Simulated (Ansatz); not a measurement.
# Calculations on Li

## 1. Relaxation

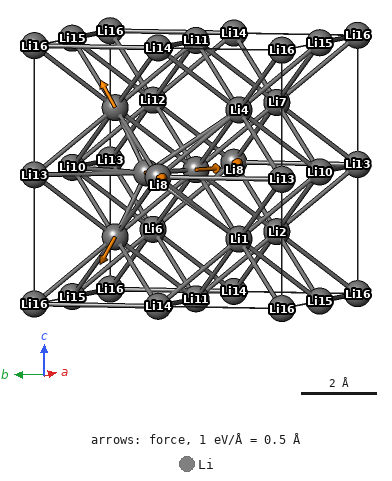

Starting geometry of a defect cell of composition Li with the computed forces as orange arrows. The picture is a ball-and-stick view of the cell of the calculation (origin shifted), seen from a free direction.

It is an interstitial Li in bcc Li. The run prepares the start of a later molecular dynamics calculation, from a guessed geometry.

The calculation used Ansatz 0.2.0, DFT PBEsol, scalar-relativistic, plane waves, PAW. Settings: plane-wave cutoff 420 eV; k-point mesh 3 × 3 × 3; occupations fermi dirac; smearing width 0.05 eV; no spin polarisation; atoms relaxed in a fixed cell; force threshold 0.08 eV/Å; at most 25 steps.

Question: Is this structure relaxed? If not, where do the atoms go?

Answer: It isn't relaxed: the largest force vector, on a Li atom, is 1.92 eV/Å. The final displacements follow the starting forces only in part (cosine between the two patterns 0.58). A Li atom moves most: 1.10 Å along [2 −3 0]. The cell stays as it was. Among the contacts that change: Li–Li 3.022 → 4.548 Å, Li–Li 3.022 → 4.354 Å, Li–Li 3.490 → 2.667 Å, Li–Li 3.938 → 3.119 Å. Among the angles between lasting bonds that change: Li–Li–Li 180.0° → 137.2°, Li–Li–Li 104.2° → 69.8°, Li–Li–Li 70.5° → 103.9°. The energy falls by 1.658 eV per cell of the calculation in 7 geometry steps. Largest force component: 1.7 eV/Å at the start, 0.054 eV/Å at the end.

Limits of the set-up: the program's low-accuracy preset was used; the periodic images lie only 7.0 Å apart, so the values are limited by the cell's size.

## 2. Dynamics

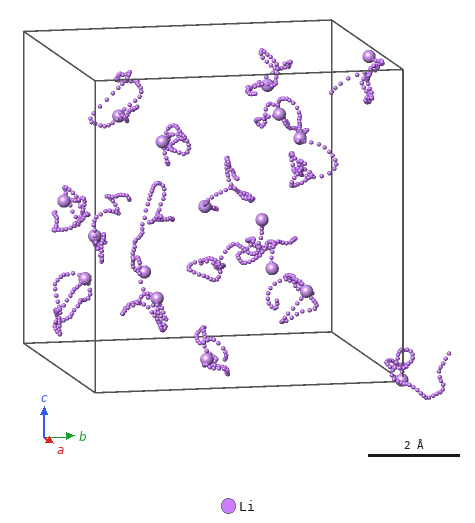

Molecular dynamics of Li with an interstitial Li (17 atoms in the cell), 300 fs long. Dots mark each atom's position at evenly spaced times, in the colour of its element; spheres stand at the starting positions. Seen slightly off an axis in the simulation cell.

The calculation used DFT PBEsol, scalar-relativistic, plane waves, PAW (Ansatz). Set-up: plane-wave cutoff 420 eV; k-point mesh 3 × 3 × 3; Fermi-Dirac smearing 0.05 eV; low-accuracy preset; Langevin thermostat (NVT); set temperature 1500 K; time step 1 fs; friction 0.02 per fs.

The input:
```yaml
accuracy: low
crystal:
  lattice:
    - [6.98, 0.0, 0.0]
    - [0.0, 6.98, 0.0]
    - [0.0, 0.0, 6.98]
  atoms:
    - { symbol: Li, position: [-0.0153623, -0.00015937, 0.00208205] }
    - { symbol: Li, position: [0.52838554, -0.00072234, -0.03301622] }
    - { symbol: Li, position: [-0.03113339, 0.56743667, -0.03989671] }
    - { symbol: Li, position: [-0.01440288, 0.00218721, 0.50038706] }
    - { symbol: Li, position: [0.33891101, 0.12060997, 0.25674863] }
    - { symbol: Li, position: [0.47107833, 0.48544112, 0.00535186] }
    - { symbol: Li, position: [0.53171443, 0.00741441, 0.5404253] }
    - { symbol: Li, position: [0.73153505, 0.26373449, 0.25064796] }
    - { symbol: Li, position: [-0.02368863, 0.54759352, 0.53109161] }
    - { symbol: Li, position: [0.25181335, 0.74860567, 0.25220106] }
    - { symbol: Li, position: [0.22765791, 0.25599075, 0.75583625] }
    - { symbol: Li, position: [0.46671604, 0.48022564, 0.49528227] }
    - { symbol: Li, position: [0.72188758, 0.75148582, 0.25372534] }
    - { symbol: Li, position: [0.7575638, 0.27445852, 0.75640844] }
    - { symbol: Li, position: [0.25738759, 0.77063557, 0.7473902] }
    - { symbol: Li, position: [0.70456794, 0.7337925, 0.74241928] }
    - { symbol: Li, position: [0.1044033, 0.36781476, 0.23206322] }
basis:
  ecutwfc: 420.0
kpoints:
  mp_grid: { grid: [3, 3, 3] }
hamiltonian:
  xc: pbesol
scf:
  occupations: { method: fermi_dirac, width: 0.05 }
  lower_state_search: "off"
md:
  timestep: 1
  n_steps: 300
  ensemble: nvt_langevin
  temperature: 1500.0
  initial_velocities: maxwell_boltzmann
  seed: 537907
  friction: 0.02
```

Run as
```bash
ansatz run input.yaml --threads 2 --pin off --max-ram 5120MiB --backend cpu --events-out ev --progress --plain --runs-dir out
```

Question: Describe the motion.

Answer: In the second half of the run the atoms are, in the root-mean-square, this far from where they began (common drift taken out): Li 1.04 Å. Against the typical shortest distance between atoms in the first frame, about 2.7 Å these are large excursions, but over 300 fs one can't yet tell strong vibration from the start of diffusion. 1 of the 17 free atoms end more than three quarters of that spacing from the start.

Limits of the set-up: the program's low-accuracy preset was used; the periodic images lie only 7.0 Å apart, so the values are limited by the cell's size.

Cost: 12 min on 2 threads of AMD EPYC 9R45 (Zen 5), on a shared host, peak memory 0.77 GiB.

## 3. Dynamics

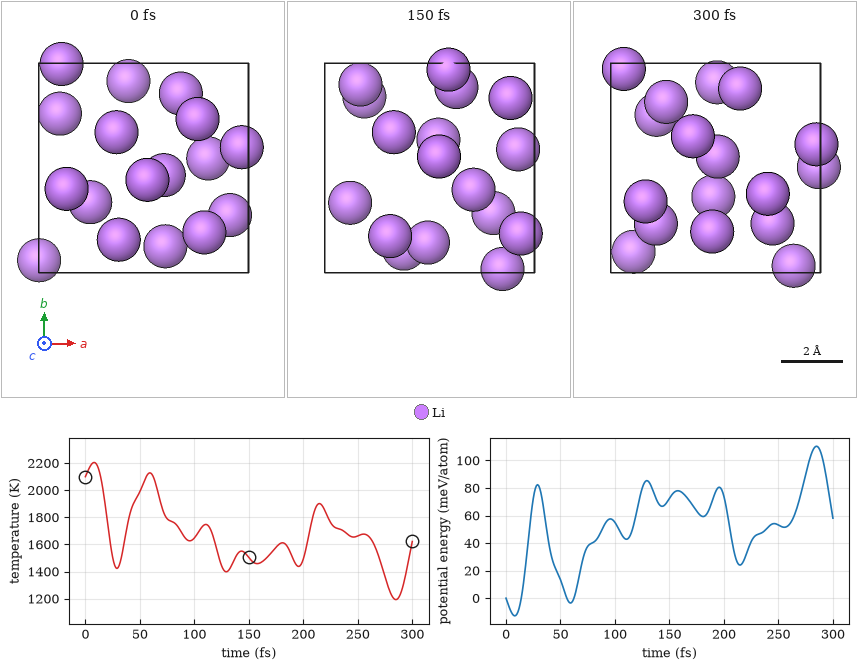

A Born-Oppenheimer molecular dynamics run of Li with an interstitial Li (17 atoms in the cell), 300 fs long. It starts from the last geometry of an earlier run, with fresh velocities. Frames and the history of the run. A spheres-only model of the simulation cell, seen along the c axis. Atoms that leave the cell re-enter on the other side.

The calculation used DFT PBEsol, scalar-relativistic, plane waves, PAW in Ansatz 0.2.0. Settings: plane-wave cutoff 420 eV; k-point mesh 3 × 3 × 3; Fermi-Dirac smearing 0.05 eV; low-accuracy preset; constant energy (NVE); velocities drawn for 2100 K; time step 1 fs.

The input:
```yaml
accuracy: low
crystal:
  lattice:
    - [6.98, 0.0, 0.0]
    - [0.0, 6.98, 0.0]
    - [0.0, 0.0, 6.98]
  atoms:
    - { symbol: Li, position: [-0.00312164, 0.05497109, 0.00660454] }
    - { symbol: Li, position: [0.75304561, -0.27113733, -0.1838752] }
    - { symbol: Li, position: [0.12807596, 0.39567924, -0.11570455] }
    - { symbol: Li, position: [0.10422996, -0.00848438, 0.5556431] }
    - { symbol: Li, position: [0.42304481, -0.08995472, 0.05941423] }
    - { symbol: Li, position: [0.51348253, 0.43878155, -0.0667502] }
    - { symbol: Li, position: [0.67319323, -0.1495343, 0.4526781] }
    - { symbol: Li, position: [0.59912174, 0.12161017, 0.28059869] }
    - { symbol: Li, position: [-0.0922425, 0.27047065, 0.31073724] }
    - { symbol: Li, position: [0.09607402, 0.75446653, 0.23566296] }
    - { symbol: Li, position: [0.37698413, 0.15288895, 0.68685441] }
    - { symbol: Li, position: [0.59187327, 0.46104982, 0.52443285] }
    - { symbol: Li, position: [0.80395222, 0.5408307, 0.16432468] }
    - { symbol: Li, position: [0.78526245, 0.18796507, 0.6189451] }
    - { symbol: Li, position: [0.3662875, 0.66592857, 0.66651456] }
    - { symbol: Li, position: [0.96400556, 0.59429556, 0.62692082] }
    - { symbol: Li, position: [0.24074375, 0.33197666, 0.34202833] }
basis:
  ecutwfc: 420.0
kpoints:
  mp_grid: { grid: [3, 3, 3] }
hamiltonian:
  xc: pbesol
scf:
  occupations: { method: fermi_dirac, width: 0.05 }
  lower_state_search: "off"
md:
  timestep: 1
  n_steps: 300
  ensemble: nve
  temperature: 2100.0
  initial_velocities: maxwell_boltzmann
  seed: 199241
```

Run as
```bash
ansatz run input.yaml --threads 2 --pin off --max-ram 5120MiB --backend cpu --events-out ev --progress --plain --runs-dir out
```

Describe the run.

Root-mean-square distances from the starting positions over the second half, with the common drift of all atoms taken out: Li 2.07 Å. That is a large part of the typical shortest distance between atoms in the first frame, about 2.4 Å and still growing: the atoms leave their places as in a liquid. Over the second half the temperature averages 1569 K (spread ±171 K). The potential energy in the second half lies on average 64.6 meV per atom above the first frame.

Limits of the set-up: the program's low-accuracy preset was used; the periodic images lie only 7.0 Å apart, so the values are limited by the cell's size.

Cost: 8.8 min on 2 threads of AMD EPYC 9R45 (Zen 5), on a shared host, peak memory 0.76 GiB.
